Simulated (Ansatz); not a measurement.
**Single-point calculation of Mg23O24 (charge −2) (part 2 of 3)**

The same run, continued: Mg23O24 (defect cell, 47 atoms in the cell, total charge −2); DFT PBE, scalar-relativistic, plane waves, PAW, spin-polarised (Ansatz 0.2.0); cutoff 420 eV, 2×2×2 k-mesh, Gaussian smearing of 0.05 eV, collinear spins. The structure derives from a Materials Project entry.

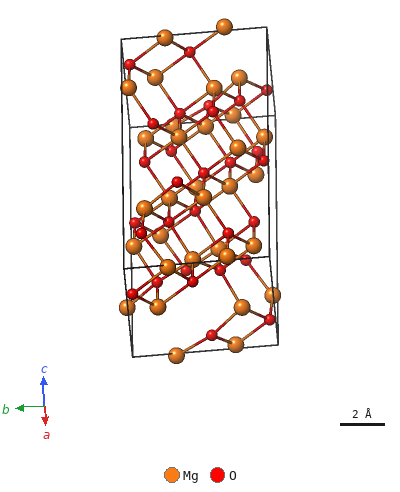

*The structure as given in the input (ball-and-stick view of the cell of the calculation, seen at an oblique angle). An atom can appear more than once, as a periodic image.*

### Output, continued
```
  k-point 0 ↑: bands = ["-67.2331", "-67.2321", "-67.1973", "-67.1946", "-67.0040", "-67.0034", "-67.0025", "-66.9993", "-66.8389", "-66.8377", "-66.6478", "-66.6452", "-66.1847", "-66.1843", "-66.1828", "-66.1805", "-66.0598", "-66.0557", "-66.0530", "-66.0471", "-65.8586", "-65.8561", "-65.5959", "-34.0059", "-34.0049", "-34.0018", "-33.9978", "-33.9963", "-33.9951", "-33.9632", "-33.9582", "-33.9565", "-33.9538", "-33.9519", "-33.9494", "-33.7756", "-33.7731", "-33.7725", "-33.7691", "-33.7654",
      "-33.7638", "-33.7628", "-33.7619", "-33.7607", "-33.7598", "-33.7591", "-33.7564", "-33.6159", "-33.6145", "-33.5939", "-33.5925", "-33.5923", "-33.5909", "-33.4277", "-33.4249", "-33.4152", "-33.4126", "-33.3871", "-33.3845", "-32.9734", "-32.9680", "-32.9595", "-32.9580", "-32.9517", "-32.9490", "-32.9475", "-32.9442", "-32.9382", "-32.9320", "-32.9259", "-32.9197", "-32.8551", "-32.8506", "-32.8482", "-32.8422", "-32.8112", "-32.8042", "-32.8039", "-32.7958", "-32.7948",
      "-32.7906", "-32.7878", "-32.7819", "-32.6558", "-32.6533", "-32.6083", "-32.6058", "-32.5943", "-32.5912", "-32.3871", "-32.3839", "-32.3079", "-11.5696", "-11.0139", "-10.9694", "-10.8950", "-10.8679", "-10.7587", "-10.7575", "-10.6746", "-10.5886", "-10.5083", "-10.4387", "-10.3413", "-10.2854", "-10.0745", "-10.0494", "-9.9726", "-9.8695", "-9.7639", "-9.6517", "-8.9443", "-8.8587", "-8.8071", "-8.7575", "-8.6010", "1.4826", "1.5582", "1.5639", "1.6712",
      "1.7770", "1.8166", "1.9420", "1.9839", "2.0937", "2.3771", "2.3850", "2.5035", "2.6294", "2.6523", "2.6853", "2.9551", "3.0122", "3.0347", "3.0448", "3.0605", "3.1169", "3.1591", "3.2077", "3.3385", "3.4898", "3.6115", "3.6526", "3.6751", "3.7242", "3.7640", "3.7758", "3.8321", "3.8330", "3.8591", "3.8950", "3.9671", "4.0169", "4.0773", "4.1566", "4.2075", "4.2844", "4.3754", "4.3948", "4.4099",
      "4.4451", "4.4622", "4.5074", "4.5278", "4.5707", "4.7236", "4.7429", "4.7549", "4.9379", "4.9573", "4.9864", "5.0834", "5.2283", "5.2679", "5.3628", "5.4221", "5.4783", "5.5076", "5.5399", "5.6028", "5.7727", "5.7801", "5.8390", "5.9113", "6.2454", "6.3952", "6.5533", "6.5847", "9.2323", "11.6257", "11.7640", "12.3081", "12.3854", "12.5014", "12.5875", "12.7760", "12.7869", "13.0077", "13.2653", "13.2819",
      "13.3398", "13.3712", "13.5316", "13.6424", "13.7724", "14.0052", "14.6126", "14.8358", "14.8589", "15.1991", "15.8412", "15.9157", "16.0025", "16.6032", "16.6153", "16.6278", "16.7467", "16.7627", "16.8556", "17.0796", "17.3516", "17.3844", "17.4382", "17.5102", "17.6096", "17.6594", "17.8311", "17.9493", "17.9833", "17.9865", "17.9985", "18.0746", "18.1676", "18.2532", "18.4503", "18.5551"]
  k-point 1 ↑: bands = ["-67.2331", "-67.2321", "-67.1973", "-67.1946", "-67.0040", "-67.0034", "-67.0025", "-66.9993", "-66.8389", "-66.8377", "-66.6478", "-66.6452", "-66.1847", "-66.1843", "-66.1828", "-66.1805", "-66.0598", "-66.0557", "-66.0530", "-66.0471", "-65.8586", "-65.8561", "-65.5959", "-34.0059", "-34.0049", "-34.0018", "-33.9978", "-33.9963", "-33.9951", "-33.9632", "-33.9582", "-33.9565", "-33.9538", "-33.9519", "-33.9494", "-33.7756", "-33.7731", "-33.7725", "-33.7691", "-33.7654",
      "-33.7638", "-33.7628", "-33.7619", "-33.7607", "-33.7599", "-33.7591", "-33.7564", "-33.6159", "-33.6145", "-33.5939", "-33.5925", "-33.5923", "-33.5909", "-33.4277", "-33.4248", "-33.4152", "-33.4126", "-33.3871", "-33.3845", "-32.9734", "-32.9680", "-32.9595", "-32.9580", "-32.9517", "-32.9490", "-32.9475", "-32.9442", "-32.9382", "-32.9320", "-32.9259", "-32.9197", "-32.8551", "-32.8506", "-32.8482", "-32.8422", "-32.8112", "-32.8042", "-32.8039", "-32.7958", "-32.7948",
      "-32.7906", "-32.7878", "-32.7819", "-32.6558", "-32.6533", "-32.6083", "-32.6058", "-32.5943", "-32.5912", "-32.3871", "-32.3839", "-32.3079", "-11.5654", "-11.0386", "-10.9696", "-10.8936", "-10.8680", "-10.7603", "-10.7321", "-10.6702", "-10.5899", "-10.5070", "-10.4461", "-10.3358", "-10.2911", "-10.0767", "-10.0453", "-9.9766", "-9.8647", "-9.7682", "-9.6515", "-8.9416", "-8.8615", "-8.8072", "-8.7573", "-8.6011", "1.5074", "1.5716", "1.6123", "1.6918",
      "1.7896", "1.8272", "1.9283", "1.9590", "2.0783", "2.2432", "2.4707", "2.4973", "2.5494", "2.5975", "2.6884", "2.7536", "2.9319", "3.0107", "3.0192", "3.0889", "3.1320", "3.3150", "3.3534", "3.3926", "3.5545", "3.5830", "3.6535", "3.6719", "3.6778", "3.7568", "3.7703", "3.8378", "3.8764", "3.9395", "3.9980", "4.0071", "4.0180", "4.1165", "4.1634", "4.2612", "4.3129", "4.3261", "4.3495", "4.4002",
      "4.4496", "4.4717", "4.5035", "4.5144", "4.5388", "4.6931", "4.7369", "4.7655", "4.8635", "4.9658", "5.0112", "5.0248", "5.1086", "5.2456", "5.4123", "5.4171", "5.4494", "5.5378", "5.6020", "5.6044", "5.7470", "5.7777", "5.8005", "5.9071", "6.2130", "6.3921", "6.5478", "6.5792", "9.7888", "10.4702", "12.2848", "12.3618", "12.4171", "12.5248", "12.5719", "12.8191", "12.9080", "13.0605", "13.1432", "13.2325",
      "13.3368", "13.4060", "13.6095", "13.6143", "13.7900", "14.0273", "14.7003", "15.0084", "15.0975", "15.4020", "15.6137", "15.6720", "15.7172", "15.9186", "15.9469", "16.2535", "17.1729", "17.3307", "17.3700", "17.4504", "17.4603", "17.5082", "17.5927", "17.6608", "17.6988", "17.7012", "17.8182", "17.9243", "17.9343", "17.9621", "18.0132", "18.0210", "18.1129", "18.1143", "18.3685", "18.3997"]
  k-point 2 ↑: bands = ["-67.2331", "-67.2322", "-67.1973", "-67.1946", "-67.0040", "-67.0034", "-67.0025", "-66.9993", "-66.8389", "-66.8377", "-66.6478", "-66.6452", "-66.1847", "-66.1843", "-66.1828", "-66.1805", "-66.0598", "-66.0557", "-66.0530", "-66.0471", "-65.8586", "-65.8561", "-65.5959", "-34.0038", "-34.0031", "-34.0023", "-34.0016", "-33.9961", "-33.9952", "-33.9616", "-33.9593", "-33.9564", "-33.9538", "-33.9520", "-33.9494", "-33.7753", "-33.7732", "-33.7726", "-33.7692", "-33.7642",
      "-33.7636", "-33.7629", "-33.7626", "-33.7607", "-33.7599", "-33.7595", "-33.7564", "-33.6157", "-33.6147", "-33.5938", "-33.5927", "-33.5922", "-33.5909", "-33.4276", "-33.4249", "-33.4152", "-33.4126", "-33.3871", "-33.3845", "-32.9734", "-32.9680", "-32.9595", "-32.9580", "-32.9499", "-32.9493", "-32.9477", "-32.9456", "-32.9381", "-32.9320", "-32.9260", "-32.9197", "-32.8550", "-32.8506", "-32.8483", "-32.8422", "-32.8112", "-32.8041", "-32.8039", "-32.7959", "-32.7947",
      "-32.7906", "-32.7879", "-32.7819", "-32.6557", "-32.6533", "-32.6083", "-32.6058", "-32.5940", "-32.5914", "-32.3871", "-32.3839", "-32.3079", "-11.3271", "-11.3255", "-10.9485", "-10.9465", "-10.8682", "-10.8658", "-10.6504", "-10.6457", "-10.4767", "-10.4716", "-10.4520", "-10.4423", "-10.1974", "-10.1496", "-10.0550", "-9.9927", "-9.8709", "-9.7541", "-9.6230", "-8.9774", "-8.8582", "-8.7703", "-8.7318", "-8.6187", "1.6575", "1.6611", "1.7151", "1.7188",
      "1.7756", "1.7929", "2.0722", "2.0786", "2.3385", "2.3483", "2.4208", "2.4841", "2.5244", "2.5544", "2.7001", "2.7516", "2.8067", "2.8446", "2.9954", "3.0326", "3.0966", "3.1534", "3.2714", "3.3230", "3.3810", "3.4820", "3.5500", "3.5723", "3.6237", "3.6732", "3.7593", "3.7732", "3.8496", "3.9168", "3.9272", "3.9715", "4.0547", "4.1256", "4.1953", "4.2208", "4.2321", "4.2979", "4.3460", "4.3949",
      "4.4045", "4.5223", "4.5748", "4.6392", "4.6580", "4.6666", "4.7313", "4.7444", "4.8379", "4.9075", "5.0543", "5.1107", "5.1180", "5.2784", "5.3083", "5.3777", "5.5275", "5.5675", "5.6110", "5.6200", "5.6873", "5.7533", "6.0204", "6.0312", "6.2281", "6.3433", "6.4040", "6.6968", "10.6703", "10.7255", "11.6563", "11.7915", "12.2320", "12.3013", "12.5851", "12.7142", "13.0617", "13.1979", "13.4325", "13.5055",
      "13.8177", "13.8305", "14.1112", "14.1541", "14.2544", "14.2821", "14.5850", "14.6073", "14.8780", "14.9109", "15.2224", "15.2616", "16.0183", "16.0700", "16.2536", "16.3647", "16.4203", "16.4788", "16.6570", "16.7498", "16.9994", "17.0435", "17.5718", "17.6771", "17.8030", "17.8458", "17.9480", "17.9619", "18.1568", "18.2021", "18.2433", "18.2830", "18.3512", "18.3980", "18.4591", "18.5422"]
  k-point 7 ↓: bands = ["-67.2331", "-67.2321", "-67.1973", "-67.1946", "-67.0040", "-67.0034", "-67.0025", "-66.9993", "-66.8389", "-66.8377", "-66.6478", "-66.6452", "-66.1847", "-66.1843", "-66.1828", "-66.1805", "-66.0598", "-66.0557", "-66.0530", "-66.0471", "-65.8586", "-65.8561", "-65.5959", "-34.0059", "-34.0049", "-34.0016", "-33.9977", "-33.9963", "-33.9951", "-33.9633", "-33.9582", "-33.9565", "-33.9537", "-33.9519", "-33.9494", "-33.7757", "-33.7731", "-33.7724", "-33.7691", "-33.7653",
      "-33.7638", "-33.7628", "-33.7619", "-33.7607", "-33.7598", "-33.7591", "-33.7564", "-33.6159", "-33.6145", "-33.5939", "-33.5925", "-33.5923", "-33.5909", "-33.4277", "-33.4249", "-33.4152", "-33.4126", "-33.3871", "-33.3845", "-32.9734", "-32.9680", "-32.9595", "-32.9580", "-32.9517", "-32.9490", "-32.9475", "-32.9442", "-32.9382", "-32.9320", "-32.9259", "-32.9197", "-32.8551", "-32.8507", "-32.8483", "-32.8422", "-32.8111", "-32.8042", "-32.8039", "-32.7959", "-32.7948",
      "-32.7906", "-32.7878", "-32.7819", "-32.6557", "-32.6533", "-32.6083", "-32.6058", "-32.5943", "-32.5912", "-32.3871", "-32.3839", "-32.3079", "-11.3789", "-11.2197", "-11.0010", "-10.9693", "-10.9403", "-10.6899", "-10.6826", "-10.5736", "-10.5640", "-10.5467", "-10.5180", "-10.4135", "-10.1705", "-10.0439", "-10.0419", "-9.9884", "-9.9658", "-9.7659", "-9.5875", "-8.9931", "-8.8585", "-8.7967", "-8.7040", "-8.6049", "1.4783", "1.4870", "1.8054", "1.9326",
      "1.9888", "1.9902", "2.0422", "2.0973", "2.1923", "2.3388", "2.4679", "2.5782", "2.6205", "2.6806", "2.7456", "2.7555", "2.7871", "2.9265", "3.0766", "3.0922", "3.1373", "3.1832", "3.2126", "3.2316", "3.2637", "3.2651", "3.4272", "3.5047", "3.5247", "3.5569", "3.5789", "3.7012", "3.8756", "3.8858", "3.9259", "3.9536", "4.1141", "4.1281", "4.1432", "4.1868", "4.2206", "4.2280", "4.2556", "4.4144",
      "4.4688", "4.5528", "4.5874", "4.6225", "4.6277", "4.6436", "4.6735", "4.8007", "4.8835", "4.9575", "5.0011", "5.0493", "5.1503", "5.3149", "5.3687", "5.3729", "5.4029", "5.4489", "5.5583", "5.6375", "5.7869", "5.9236", "5.9766", "6.1089", "6.3183", "6.3330", "6.3682", "6.6799", "11.1901", "11.3726", "11.8653", "11.9712", "12.0060", "12.2122", "12.8268", "12.8419", "12.8591", "13.0462", "13.0519", "13.1554",
      "13.2372", "13.3924", "14.0136", "14.1613", "14.2993", "14.4480", "14.8893", "14.9177", "15.3698", "15.5479", "15.7353", "15.8952", "16.1963", "16.2373", "16.4867", "16.5084", "16.6237", "16.6427", "16.6492", "16.6962", "16.7156", "16.8058", "16.8929", "17.0798", "17.3089", "17.4862", "17.6272", "17.6967", "17.7546", "17.7929", "17.9398", "17.9609", "18.0431", "18.3051", "18.4754", "18.5984"]
--- Löwdin populations: 47 sites ---
  site symbol       q [e]    m [muB]
     0     Mg      8.4700     0.0000
     1     Mg      8.4620     0.0000
     2     Mg      8.4604     0.0000
     3     Mg      8.4659     0.0000
     4     Mg      8.4619     0.0000
     5     Mg      8.4644     0.0000
     6     Mg      8.4645     0.0000
     7     Mg      8.4659     0.0000
     8     Mg      8.4620     0.0000
     9     Mg      8.4605     0.0000
    10     Mg      8.4619     0.0000
    11     Mg      8.4591     0.0000
    12     Mg      8.4590     0.0000
    13     Mg      8.4595     0.0000
    14     Mg      8.4595     0.0000
    15     Mg      8.4650     0.0000
    16     Mg      8.4650     0.0000
    17     Mg      8.4656     0.0000
    18     Mg      8.4656     0.0000
    19     Mg      8.4650     0.0000
    20     Mg      8.4650     0.0000
    21     Mg      8.4595     0.0000
    22     Mg      8.4596     0.0000
    23      O      7.4018    -0.0000
    24      O      7.4024    -0.0000
    25      O      7.4116     0.0000
    26      O      7.4114     0.0000
    27      O      7.4124     0.0000
    28      O      7.4124     0.0000
    29      O      7.4152    -0.0000
    30      O      7.4152    -0.0000
    31      O      7.4125     0.0000
    32      O      7.4122     0.0000
    33      O      7.4114     0.0000
    34      O      7.4114     0.0000
    35      O      7.4163    -0.0000
    36      O      7.4086    -0.0000
    37      O      7.4077    -0.0000
    38      O      7.4117    -0.0000
    39      O      7.4150     0.0000
    40      O      7.4148     0.0000
    41      O      7.4157     0.0000
    42      O      7.4157     0.0000
    43      O      7.4149     0.0000
    44      O      7.4148     0.0000
    45      O      7.4109    -0.0000
    46      O      7.4078    -0.0000
  spilling = 0.009227 (of n_electrons = 376.000000)
--- Bader charges: 47 sites ---
  site symbol  charge [e]  shift [e]    m [muB]
     0     Mg      1.7012     0.0062     0.0000
     1     Mg      1.7024     0.0057     0.0000
     2     Mg      1.7034     0.0057     0.0000
     3     Mg      1.7029     0.0056     0.0000
     4     Mg      1.7016     0.0056     0.0000
     5     Mg      1.7044     0.0054     0.0000
     6     Mg      1.7044     0.0054     0.0000
     7     Mg      1.7029     0.0056     0.0000
     8     Mg      1.7016     0.0056     0.0000
     9     Mg      1.7034     0.0057     0.0000
    10     Mg      1.7024     0.0057     0.0000
    11     Mg      1.7076     0.0053     0.0000
    12     Mg      1.7076     0.0053     0.0000
    13     Mg      1.7078     0.0053     0.0000
    14     Mg      1.7078     0.0053     0.0000
    15     Mg      1.7027     0.0054     0.0000
    16     Mg      1.7027     0.0054     0.0000
    17     Mg      1.7032     0.0054     0.0000
    18     Mg      1.7032     0.0054     0.0000
    19     Mg      1.7027     0.0054     0.0000
    20     Mg      1.7028     0.0054     0.0000
    21     Mg      1.7078     0.0053     0.0000
    22     Mg      1.7078     0.0053     0.0000
    23      O     -1.6879     0.0054     0.0000
    24      O     -1.6882     0.0055     0.0000
    25      O     -1.7237     0.0050     0.0000
    26      O     -1.7236     0.0050     0.0000
    27      O     -1.7254     0.0052     0.0000
    28      O     -1.7253     0.0052     0.0000
    29      O     -1.7261     0.0053     0.0000
    30      O     -1.7262     0.0053     0.0000
    31      O     -1.7255     0.0052     0.0000
    32      O     -1.7252     0.0052     0.0000
    33      O     -1.7237     0.0050     0.0000
    34      O     -1.7237     0.0050     0.0000
    35      O     -1.6847     0.0056     0.0000
    36      O     -1.7199     0.0051     0.0000
    37      O     -1.7208     0.0052     0.0000
    38      O     -1.6823     0.0055     0.0000
    39      O     -1.7266     0.0053     0.0000
    40      O     -1.7256     0.0053     0.0000
    41      O     -1.7275     0.0054     0.0000
    42      O     -1.7275     0.0054     0.0000
    43      O     -1.7266     0.0053     0.0000
    44      O     -1.7256     0.0053     0.0000
    45      O     -1.6820     0.0055     0.0000
    46      O     -1.7209     0.0052     0.0000
  estimated error of the sums over rays = 4.9e-4 e
```

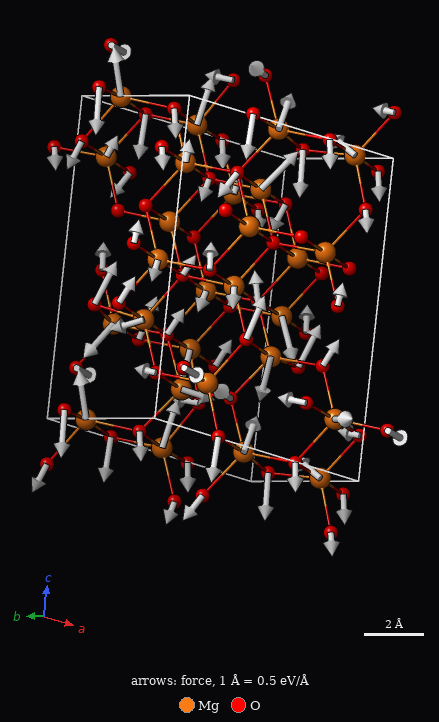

*Forces on the atoms as white arrows (ball-and-stick view of the cell of the calculation, seen at an oblique angle; bonded neighbours outside the cell are drawn too); the smallest are left out.*

The largest act on Mg9 (0.94 eV/Å); Mg5 (0.91 eV/Å); Mg2, Mg11, Mg22 (0.89 eV/Å); Mg15, Mg23 (0.88 eV/Å), among others. Atoms are counted from 1 in the order of the input and aren't labelled in the picture. The geometry is not a stationary point of this energy.
